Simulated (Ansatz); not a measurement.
**NaCl: density, localisation and related maps**

```yaml
crystal:
  lattice:
    - [3.21848, -3.21848, 0.00000]
    - [3.21848, 3.21848, 0.00000]
    - [0.00000, 0.00000, 6.17455]
  atoms:
    - { symbol: Na, position: [0.00000, 0.00000, 0.00000] }
    - { symbol: Na, position: [0.50000, 0.50000, 0.50000] }
    - { symbol: Cl, position: [0.00000, 0.50000, 0.25000] }
    - { symbol: Cl, position: [0.50000, 0.00000, 0.75000] }
```

Space group I-4m2; started from the zincblende prototype, which need not be the ambient phase; changed on purpose from its base cell (biaxial xy strain +4.2%).

The calculation used DFT, PBE, plane waves, PAW (Ansatz 0.2.0).

In a PAW calculation such maps are meaningful between the atoms, not at the nuclei.

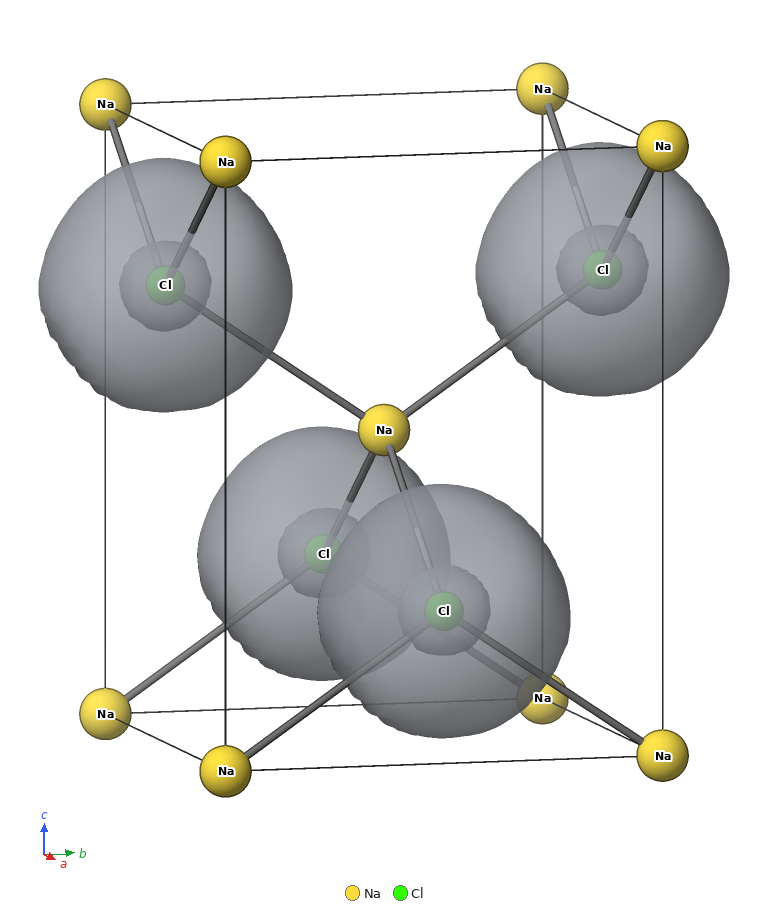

Figure 1. Isosurface of the electron localisation function at 0.75 (grey), seen slightly off an axis. Core shells and regions of very low density are left out. Sticks mark near contacts.

**Identify the bonds, lone pairs and shells in this picture.**

The surface consists of two regions wrapped around Cl (the valence shell of each), counted in one cell of 4 atoms. Regions shared between cells count once. Profiles from the grid: Na–Cl (2.75 Å): the ELF peaks at about 0.90 in the valence shell of Cl, 0.9 Å from its nucleus, and falls to about 0 next to Na (a closed-shell, largely ionic contact).

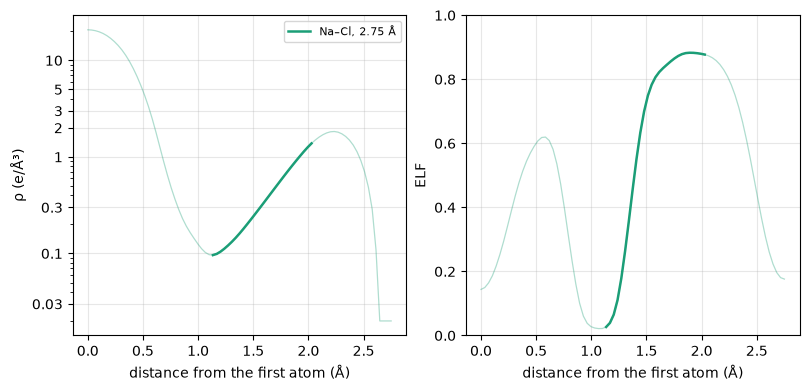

Figure 2. Valence electron density and electron localisation function along straight lines between neighbouring atoms. Thin, pale parts lie inside the atomic spheres.

**What can be read from the curves?**

Na–Cl (2.75 Å): the density is about 0.16 e/Å³ at the midpoint; the ELF peaks at about 0.90 in the valence shell of Cl, 0.9 Å from its nucleus, and falls to about 0 next to Na (an ionic contact with no shared pair).

**Metal or insulator at this level of theory?**

It is gapped, with a Kohn–Sham gap of 4.7 eV on the k-point mesh, an upper bound to the gap of this method.
